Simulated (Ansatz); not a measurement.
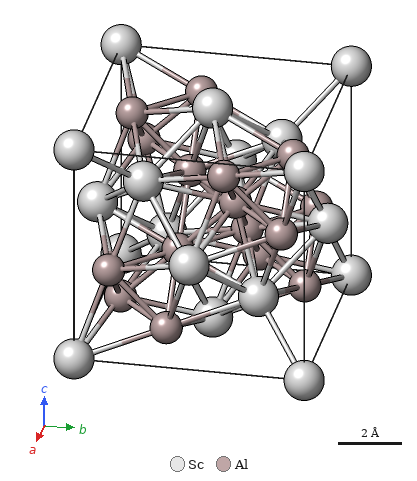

Ball-and-stick representation of a periodic structure, projected from a general direction. The lines enclose the conventional unit cell; boundary atoms appear with their images.

In words:

The compound is ScAl2. The space group is Fd-3m (No. 227); the lattice is face-centred cubic. This arrangement goes by the name cubic Laves phase (C15, MgCu₂ type). The cell has 24 atoms, namely 8 Sc, 16 Al. Sc bonds to twelve Al and four Sc (about 3.1 Å to Al, 3.3 Å to Sc). Al is coordinated by six Sc and six Al (about 3.1 Å to Sc, 2.7 Å to Al). The bonds build a three-dimensional framework.

Origin of the cell: a structure listed in the Materials Project. Earlier steps of the study may have refined or changed the cell and positions. Ansatz was used for an electronic-structure calculation on it.
